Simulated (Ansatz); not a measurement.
System: CaO.

The calculation's input:

```
crystal:
  lattice:
    - [-1.0285155504, 2.0570311008, 2.0570311008]
    - [2.0570311008, -1.0285155504, 2.0570311008]
    - [2.0570311008, 2.0570311008, -1.0285155504]
  atoms:
    - { symbol: Ca, position: [0.0, 0.0, 0.0] }
    - { symbol: O, position: [0.5, 0.5, 0.5] }
basis:
  ecutwfc: 420
kpoints:
  mp_grid: { grid: [10, 10, 10] }
hamiltonian:
  xc: pbe
scf:
  occupations: { method: gaussian, width: 0.05 }
output:
  forces: true
  stress: true
  eigenvalues: true
  write_density: true
  write_potential: true
  elf: true
  volumetric_format: npy
```

Command:

```sh
ansatz run input.yaml --threads 1 --pin off --max-ram 2560MiB --backend cpu --events-out ev --progress --plain --runs-dir out
```

Below, planes, directions and counts refer to the conventional cell (a = 3.09 Å, b = 3.09 Å, c = 3.09 Å, α = 90.00°, β = 90.00°, γ = 90.00°).

Space group Pm-3m; computed pressure about −12 GPa in this cell.

All numbers below come from Ansatz 0.2.0, DFT PBE, scalar-relativistic, plane waves, PAW.

Q: What can the converged valence pseudo-density and electron localisation function tell about the bonding?

A: Ca–O (2.67 Å): ρ at the midpoint is about 0.15 e/Å³; the ELF is about 0.10 at the midpoint (a closed-shell, largely ionic contact).

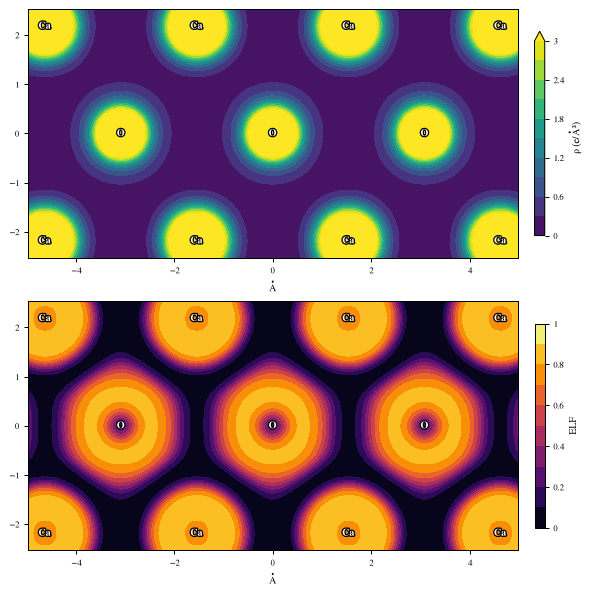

Computed valence pseudo-density and electron localisation function on the (101̄) plane of the conventional cell, in this order. 

The density is the valence pseudo-density of a PAW calculation; it isn't the true density close to the nuclei.
